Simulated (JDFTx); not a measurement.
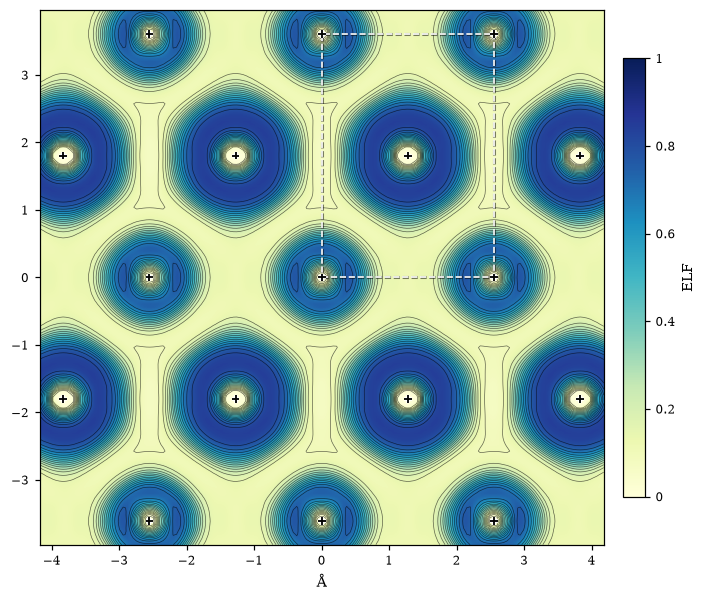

The ELF on a plane through atoms (crosses mark nuclei in the plane).

These are results of Kohn-Sham DFT of a periodic cell, PBE, PseudoDojo-SR-PBE-0.5-standard (JDFTx), not measurements.

Candidates:
A. ZrN, a = 4.60 Å, b = 4.60 Å, c = 4.60 Å, α = 90.00°, β = 90.00°, γ = 90.00°. Space group Fm-3m.
B. HgSe, a = 6.00 Å, b = 6.00 Å, c = 6.00 Å, α = 90.00°, β = 90.00°, γ = 90.00°. Space group F-43m; computed pressure about 8 GPa in this cell.
C. CuO, a = 2.55 Å, b = 2.55 Å, c = 2.55 Å, α = 90.00°, β = 90.00°, γ = 90.00°. Space group Pm-3m; a generated structure, not necessarily the stable one; built by placing these elements on a known structure type; computed pressure about 20 GPa in this cell.

Question: Which candidate gave the map?

Answer: Candidate C: CuO on the (011) plane of the conventional cell, which holds Cu and O. Cu–O (2.21 Å): the ELF is about 0.15 at the midpoint; no shared electron pair shows on this line.
